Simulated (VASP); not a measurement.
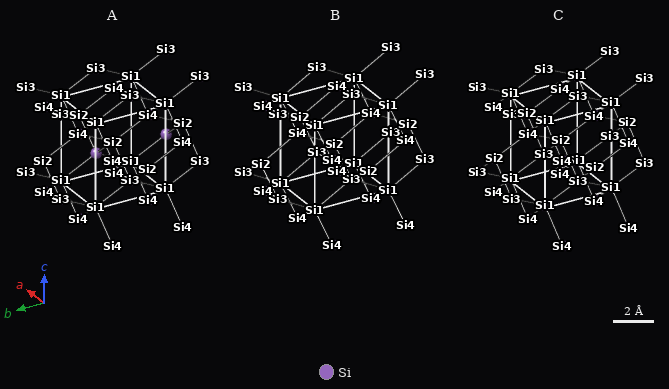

3 geometries from one relaxation of a crystal of Si (a generated structure, set up in Imma), in shuffled order. The picture is a ball-and-stick view of the cell of the calculation, reduced to other axes, seen from a free direction. Lengths and directions refer to the drawn axes.

The run lets cell and atoms move.

These are results of Kohn-Sham DFT of a periodic cell, LDA, VASP PAW LDA potentials, recommended (VASP 6.6.1), not measurements. Settings: plane-wave cutoff 600 eV; k-point mesh 7 × 5 × 6; occupations gaussian; smearing width 0.02 eV; no spin polarisation.

### Order the frames from highest to lowest energy.

B, C, A. They are steps 0, 1, 9, at +240 meV per atom, +128 meV per atom relative to the last. The energy falls by 240 meV per atom in 9 geometry steps. The largest force component goes from 3.3 to 0.0021 eV/Å. The pressure goes from 11.81 to 9.89 GPa. The largest moves relative to the cell, 0.11 Å, are those of Si1, Si2, Si3 and Si4. Si3 goes along −c. The drawn cell changes as follows: a unchanged at 3.464 Å, b 4.369 → 4.148 Å (−5.0 %), c unchanged at 4.899 Å; the volume changes by −5.0 %. Some distances before and after: Si1–Si3 2.504 → 2.308 Å, Si1–Si4 2.121 → 2.251 Å. Bond angles that change, for instance: Si4–Si1–Si4 109.5° → 100.6°, Si3–Si1–Si3 121.4° → 128.0°. The space group stays Imma (No. 74). It ran on 1 thread of Intel(R) Xeon(R) Platinum 8259CL CPU @ 2.50GHz (Skylake/Cascade Lake), on a shared host.
